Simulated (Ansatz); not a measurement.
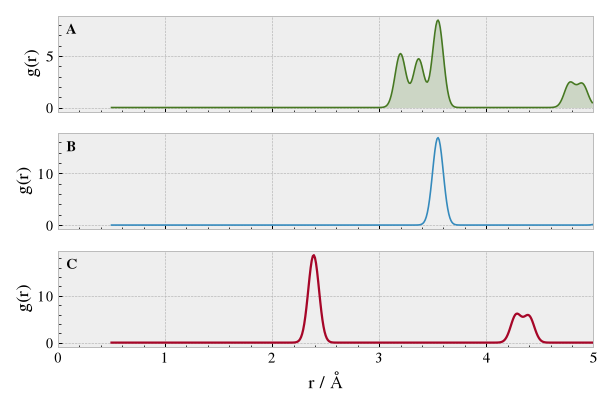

Partial pair correlation functions g(r) computed from the static structure of PtS₂, each distance broadened by a Gaussian of σ = 0.05 Å. It is based on the input geometry of an electronic-structure calculation (not necessarily at equilibrium); the starting structure was generated, so it need not be a known form of this composition.

```cif
data_structure
_symmetry_space_group_name_H-M 'P-3m1'
_symmetry_Int_Tables_number 164
_cell_length_a 3.5526
_cell_length_b 3.5526
_cell_length_c 5.1227
_cell_angle_alpha 90.000
_cell_angle_beta 90.000
_cell_angle_gamma 120.000
_cell_volume 55.99
loop_
_atom_site_label
_atom_site_type_symbol
_atom_site_symmetry_multiplicity
_atom_site_Wyckoff_symbol
_atom_site_fract_x
_atom_site_fract_y
_atom_site_fract_z
_atom_site_occupancy
Pt1 Pt 1 a 0.00000 0.00000 0.00000 1
S1 S 2 d 0.33333 0.66667 0.23926 1
```

> Assign each lettered curve to its atom pair.

panel A is S–S (first distance 3.20 Å); panel B is Pt–Pt (first distance 3.55 Å); panel C is Pt–S (first distance 2.39 Å).

> Tabulate the first and second shells, merging distances less than 0.12 Å apart and averaging over sites.

```
 pair  first shell (Å)  neighbours in it  second shell (Å)  neighbours in the second
  S–S             3.20         3 S per S              3.37                         3
Pt–Pt             3.55       6 Pt per Pt  beyond the range                         –
 Pt–S             2.39        6 S per Pt              4.28                         6
```
